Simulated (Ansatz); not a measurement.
## Electronic structure of Mn$_{2}$As in real space

```
Mn As
1.0
     3.76900    0.00000    0.00000
     0.00000    3.76900    0.00000
     0.00000    0.00000    6.27800
Mn As
4 2
Direct
  0.00000 0.00000 0.00000
  0.50000 0.50000 0.00000
  0.50000 0.00000 0.67000
  0.00000 0.50000 0.33000
  0.50000 0.00000 0.26500
  0.00000 0.50000 0.73500
```

Space group P4/nmm; not relaxed (largest force 0.4 eV/Å); computed pressure about −14 GPa in this cell; the SCF solution may not be the lowest one; the program warned that another magnetic order may lie lower; spin-polarised.

Level of theory: DFT PBEsol, scalar-relativistic, plane waves, PAW (Ansatz 0.2.0).

Core electrons are frozen (PAW), and the valence fields are smoothed inside the atomic spheres.

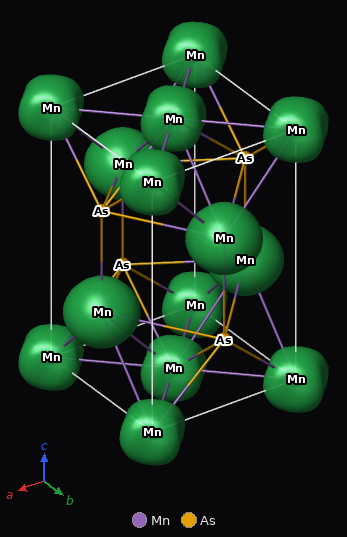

Figure 1. Isosurface of the magnetisation density (up minus down) at +0.3 e/Å³ (green), seen at an oblique angle. Sticks mark near contacts.

> Where is the spin, and how is it ordered?

The spin density sits on Mn: +3.2 μB (×2) and +2.0 μB (×2) in one cell of 6 atoms, with smaller moments on As (up to −0.10 μB): parallel main moments (a ferromagnetic arrangement) in this solution. The cell of the calculation (6 atoms) carries 10.5 μB of net spin moment.

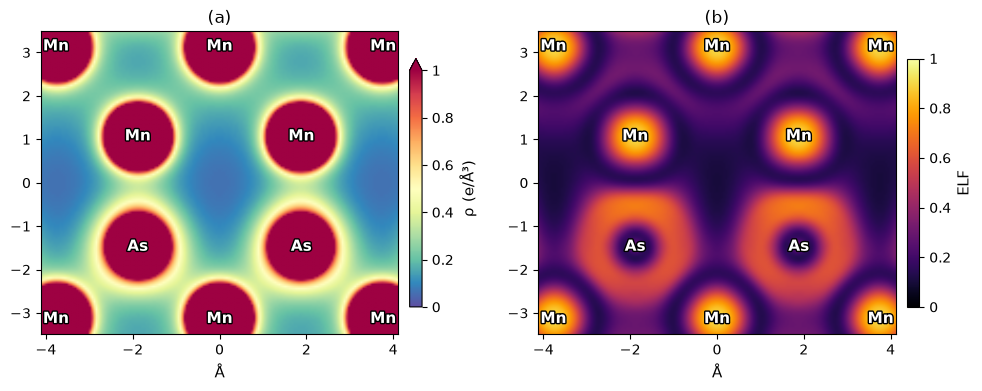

Figure 2. (a) valence electron density; (b) ELF on the (100) plane of the conventional cell.

> What do the fields say about this system?

The section cuts through Mn and As sites. Mn–As (2.51 Å): ρ at the midpoint is about 0.39 e/Å³; the ELF is about 0.40 at the midpoint. Mn–Mn (2.80 Å): the density is about 0.23 e/Å³ at the midpoint; the ELF is about 0.30 at the midpoint: no localised pair shows between them. Between the atoms the lowest density in this plane is 0.06 e/Å³. The features right at Mn lie inside the PAW spheres, where the map follows smoothed inner orbitals and isn't to be read closely.
